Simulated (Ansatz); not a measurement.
Start from this file.

```yaml
crystal:
  lattice:
    - [3.27193, 0.00000, 0.00000]
    - [0.00000, 5.39978, 0.00000]
    - [0.00000, 0.00000, 12.61972]
  atoms:
    - { symbol: W, position: [0.00000, 0.33411, 0.25000] }
    - { symbol: W, position: [0.00000, 0.66589, 0.75000] }
    - { symbol: S, position: [0.00000, 0.32947, 0.62721] }
    - { symbol: S, position: [0.00000, 0.67053, 0.12721] }
    - { symbol: S, position: [0.00000, 0.32947, 0.87279] }
    - { symbol: S, position: [0.00000, 0.67053, 0.37279] }
    - { symbol: W, position: [0.50000, 0.83411, 0.25000] }
    - { symbol: W, position: [0.50000, 0.16589, 0.75000] }
    - { symbol: S, position: [0.50000, 0.82947, 0.62721] }
    - { symbol: S, position: [0.50000, 0.17053, 0.12721] }
    - { symbol: S, position: [0.50000, 0.82947, 0.87279] }
    - { symbol: S, position: [0.50000, 0.17053, 0.37279] }
```

Summarise the structure in words.

Answer. The solid is WS2. The structure has Cmcm (No. 63) symmetry and a base-centred orthorhombic lattice. The cell has 12 atoms, namely 4 W, 8 S. Each W has six S in a trigonal prismatic arrangement at 2.39 to 2.42 Å. S bonds to three W in a trigonal pyramidal arrangement at 2.39 to 2.42 Å. Not all metal-metal contacts are counted. The bonds build WS2 layers parallel to (001).

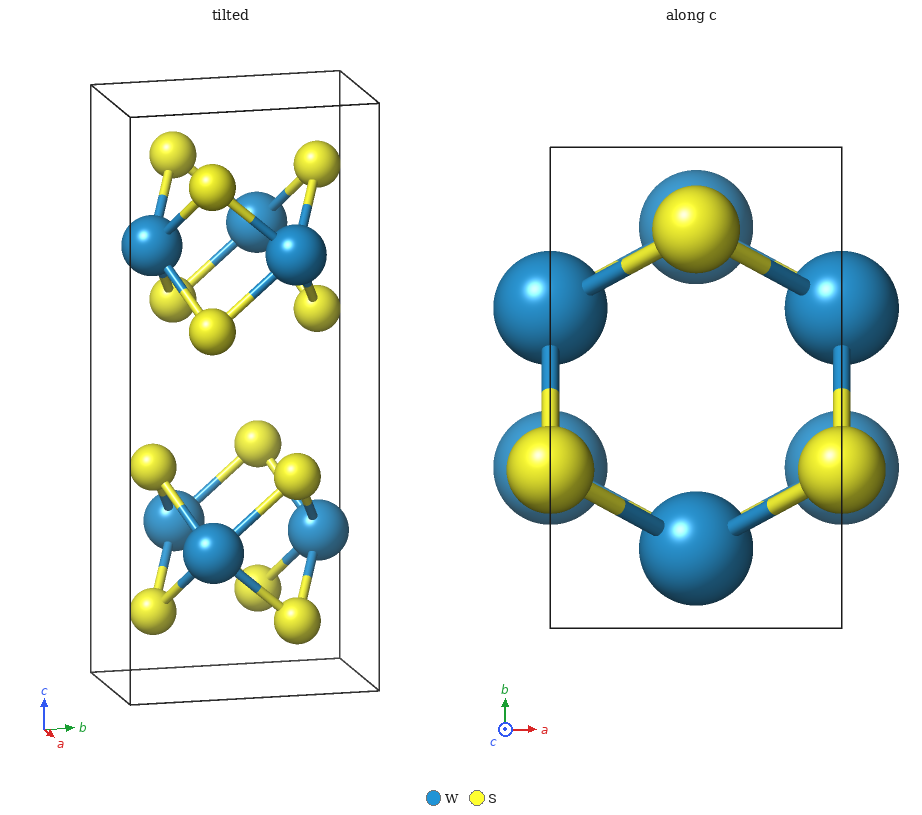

A ball-and-stick rendering, viewed slightly off an axis and along the c axis. Thin lines show the conventional unit cell, with boundary atoms drawn in all their periodic places. Colours: tungsten blue, sulfur yellow.

Origin of the cell: a structure listed in the Materials Project. It was relaxed with Ansatz, DFT PBEsol, scalar-relativistic, plane waves, PAW under a constraint or pressure on the cell, so some stress remains.
